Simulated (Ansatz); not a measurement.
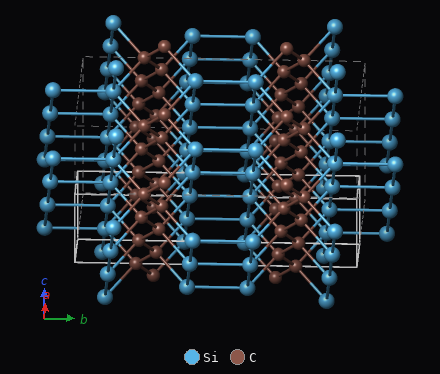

SiC (space group Cmmm, No. 65): the end point of a relaxation with Ansatz 0.2.0, DFT PBE, scalar-relativistic, plane waves, PAW; the starting structure was generated, so it need not be a known form of this composition.

Bonds are taken as C–C below 1.7 Å, C–Si below 2.3 Å and Si–Si below 2.8 Å; no other contact counts. Atoms with one bond or none are removed and atoms with two bonds are replaced by edges, until no such atom is left.

What kind of net remains, and which atoms are its nodes?

A binodal (4,5)-connected, three-periodic net: C is a 4-connected node; Si is a 5-connected node, in the ratio 1:1.

Is the net interpenetrated?

It is a single net, without interpenetration.

Give the first eight terms of the coordination sequence (nodes one, two, three … edges away).

C: 4, 14, 31, 56, 91, 128, 172, 226; Si: 5, 16, 34, 58, 88, 128, 175, 226.

Give the point symbol of each node (shortest cycle at each angle).

C: 5⁵·6; Si: 4²·5⁴·6⁴.

The simplified net, drawn on the atoms' positions. Nodes are coloured by element. Edges to nodes outside the piece are drawn as stubs.

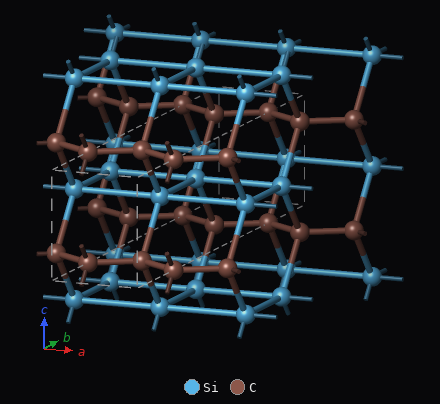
